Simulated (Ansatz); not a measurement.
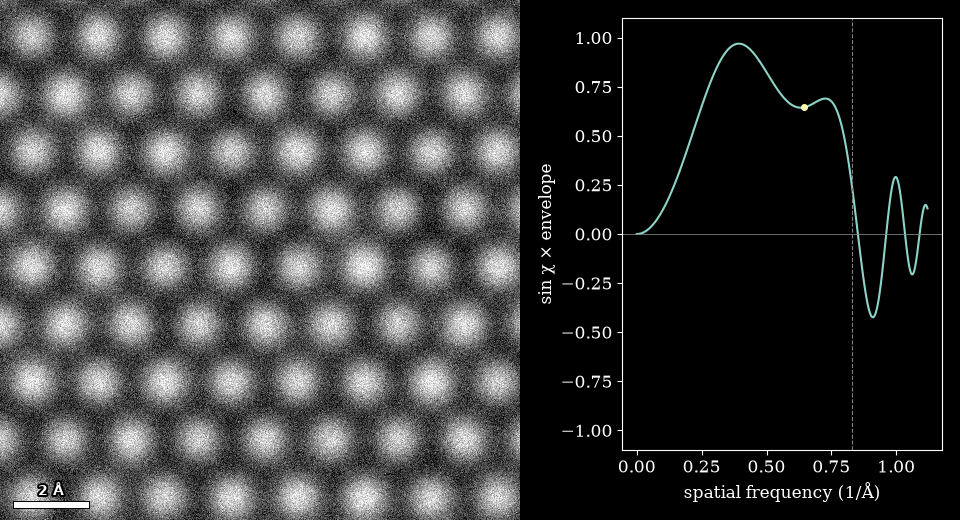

HRTEM-like image of Li (Fm-3m, No. 225) along [111]. Simulated in the weak-phase-object approximation with neutral-atom potentials: 80 kV, Cs = −15 µm, defocus +95 Å (negative is underfocus), defocus spread 12 Å, aperture 0.83 1/Å. Shot noise and the speckle of an amorphous layer were added. Structure: the end point of a relaxation with DFT, revPBE, plane waves (420 eV) with PAW, scalar-relativistic in Ansatz 0.2.0; the starting structure was generated, so it need not be a known form of this composition.

The plot gives the contrast transfer function, the aperture (dashed) and the crystal's spatial frequencies that carry visible contrast (dots).

Q: Do the atom columns appear dark or bright, and why?

A: Bright. With negative Cs and overfocus sin χ is positive over the pass band, so the strongest columns (Li) come out brighter than the background.

Q: What point resolution do these settings give, and which lattice spacings pass?

A: About 1.2 Å (0.66 |Cs|^(1/4) λ^(3/4) with λ = 0.0418 Å). The spacings that carry visible contrast are {220} at 1.55 Å.
